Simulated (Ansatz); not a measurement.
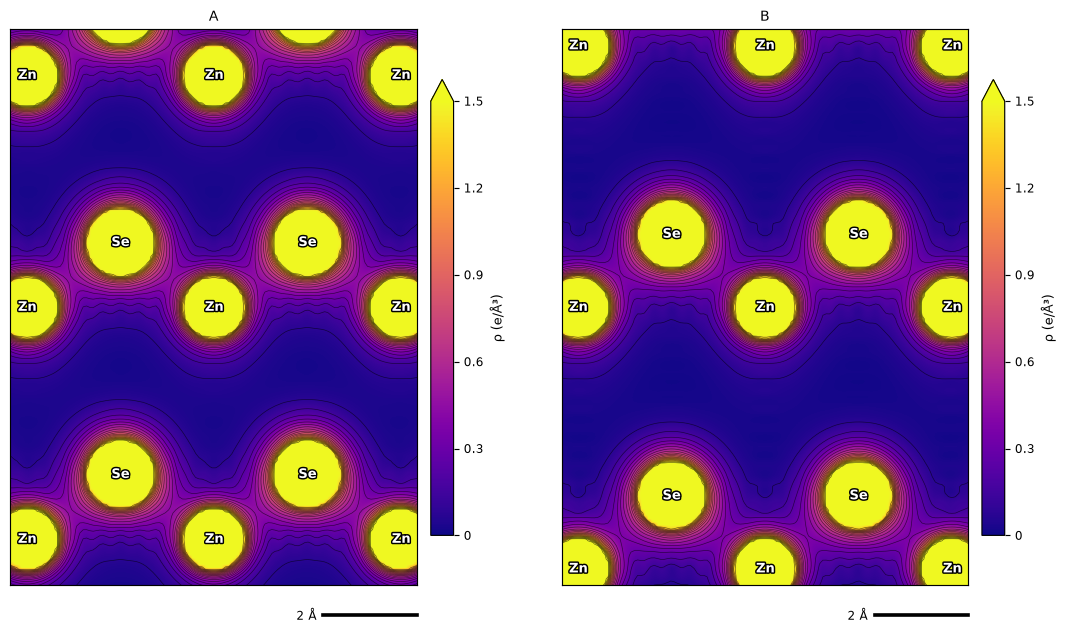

ZnSe. The valence electron density of two cells that differ in size and shape, on the (010) plane of each (indices in the axes of the calculation cell), at one length scale and on one colour scale: B has 22.1 Å³ an atom and A 19.6.

Level of theory: DFT LDA, scalar-relativistic, plane waves, PAW in Ansatz.

The density is the valence pseudo-density of a PAW calculation; it isn't the true density close to the nuclei.

What changes from the larger cell to the smaller?

Answer. From the larger cell to the smaller, Zn–Se goes from 2.53 to 2.42 Å, and the density at its midpoint from 0.4 to 0.47 e/Å³; the pressure goes from −3.6 to 4.9 GPa; the Kohn–Sham gap goes from 1.4 eV to 1.2 eV.
